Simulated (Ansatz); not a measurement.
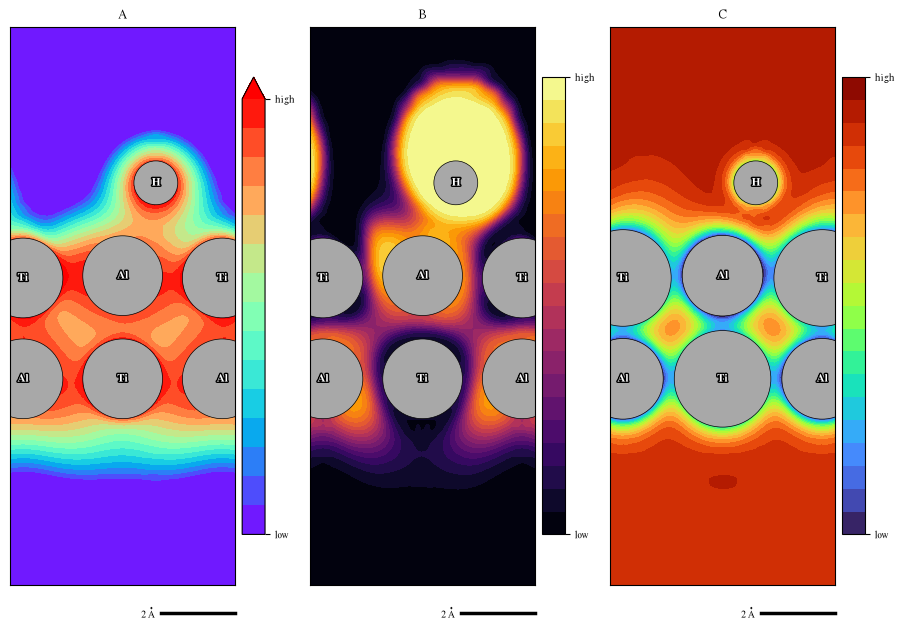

Ti2Al6H (slab): 3 fields on the (110) plane of the calculation cell, a cut from vacuum to vacuum, with unlabelled colour scales. Grey discs cover the atomic cores.

Not relaxed (largest force 1.8 eV/Å); computed without spin polarisation; PAW files of the earlier set (soft_1).

These are results of DFT PBE+D3(BJ), scalar-relativistic, plane waves, PAW (Ansatz), not measurements.

Match the panels to the quantities (electron localisation function, electrostatic potential energy of an electron and valence pseudo-density).

Answer. Panel A: valence pseudo-density. Panel B: electron localisation function. Panel C: electrostatic potential energy of an electron (low next to the atoms, rising into the space between them). From the grid: Al–H (2.66 Å): ρ is about 0.14 e/Å³ halfway; the ELF climbs to about 1 towards the hydrogen. Ti–Al (2.68 Å): ρ is about 0.24 e/Å³ halfway; the ELF is about 0.35 at the midpoint.
